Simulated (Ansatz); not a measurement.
Consider Sc.

```
CELL_PARAMETERS angstrom
5.18874 0.00000 0.00000
-2.59437 4.49358 0.00000
0.00000 0.00000 3.27696
ATOMIC_POSITIONS crystal
Sc 0.00000 0.00000 0.00000
Sc 0.33333 0.66667 0.50000
Sc 0.66667 0.33333 0.50000
```

Space group P6/mmm; set up as Sc, omega (AlB2-type); a generated structure, not necessarily the stable one; changed on purpose from its base cell (volume × 1.04); the program warned that a starting moment wasn't kept; spin-polarised, but the moments vanished.

Method: DFT, PBE, plane waves (420 eV) with PAW, scalar-relativistic in Ansatz 0.2.0.

Question: What will maps of the valence pseudo-density and electron localisation function show?

Answer: Sc–Sc (3.00 Å): ρ at the midpoint is about 0.11 e/Å³; the ELF is about 0.10 at the midpoint (no localised pair shows between them).
Sc–Sc (3.28 Å): ρ is about 0.11 e/Å³ halfway; the ELF is about 0.25 at the midpoint; no shared electron pair shows on this line.
The ELF has a maximum of about 0.80 in the space between the atoms, 2.2 Å from four Sc atoms, on no atom or two-centre bond.

Question: Does the calculation make it a metal, or give it a gap?

Answer: It is metallic or semimetallic at this level of theory: no gap opens.

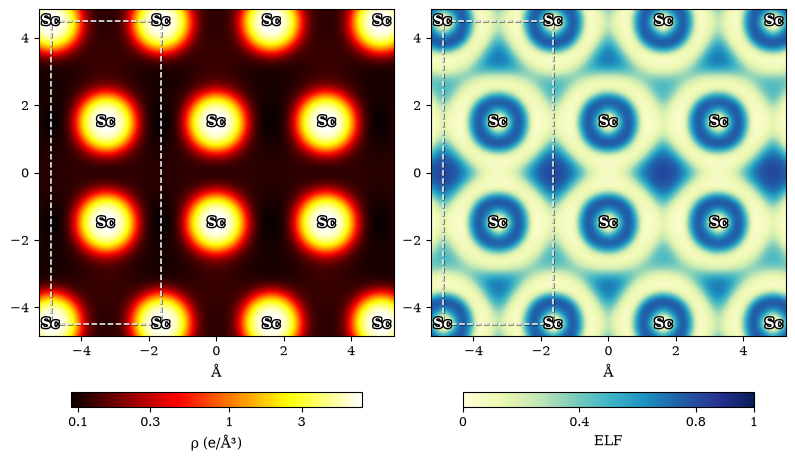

Computed valence pseudo-density and electron localisation function on the (110) plane of the conventional cell, in this order. 

The density is the valence pseudo-density of a PAW calculation; it isn't the true density close to the nuclei.
